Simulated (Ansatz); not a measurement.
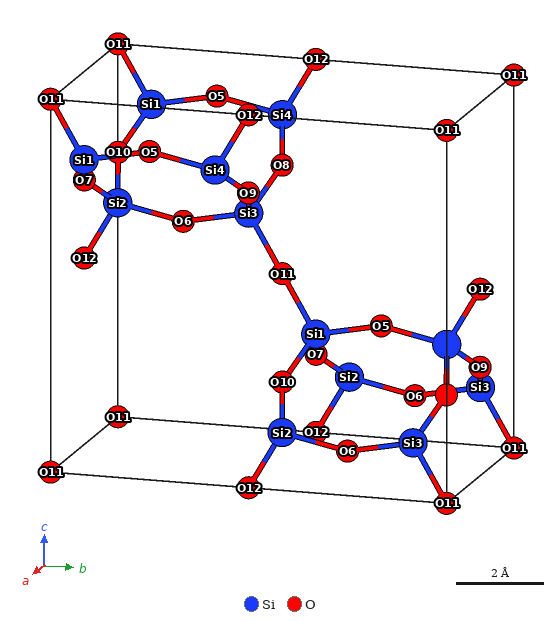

This is solid SiO₂ (set up in Imma). The picture is a ball-and-stick view of the conventional cell (2 times the calculation's cell), seen slightly off an axis. Lengths and directions refer to the drawn axes.

Level of theory: DFT r2SCAN, scalar-relativistic, plane waves, PAW (Ansatz). Set-up: plane-wave cutoff 500 eV; k-point mesh 6 × 6 × 6; occupations gaussian; smearing width 0.02 eV; no spin polarisation.

Change: The crystal is put under a hydrostatic pressure of 25 GPa. Cell and atoms are relaxed at that pressure.

### What does the calculation give for the changed structure?

Energy change: +239 meV per atom. Pressure: 0.0 GPa before, 25.0 GPa after. The gap on the k-mesh goes from 6.18 to 5.93 eV. Cell: a 5.247 → 5.314 Å (+1.3 %), b 9.551 → 6.639 Å (−30.5 %), c 8.885 → 8.009 Å (−9.9 %). Volume −36.5 %. The largest moves relative to the cell, 1.18 Å, are those of O5 and O6. O5 goes along −c. Largest moves by element: O 1.18 Å, Si 0.49 Å. Among the bonded contacts that change: O–Si 1.598 → 1.555 Å, O–Si 1.610 → 1.569 to 1.597 Å. The space group stays Imma (No. 74).

The changed structure in the same view:

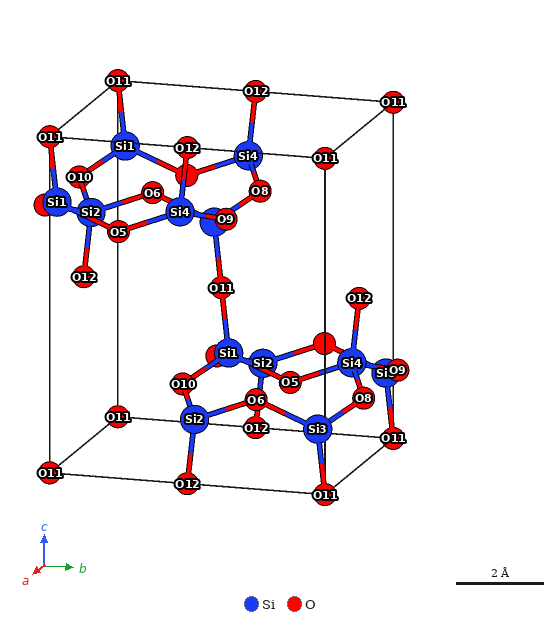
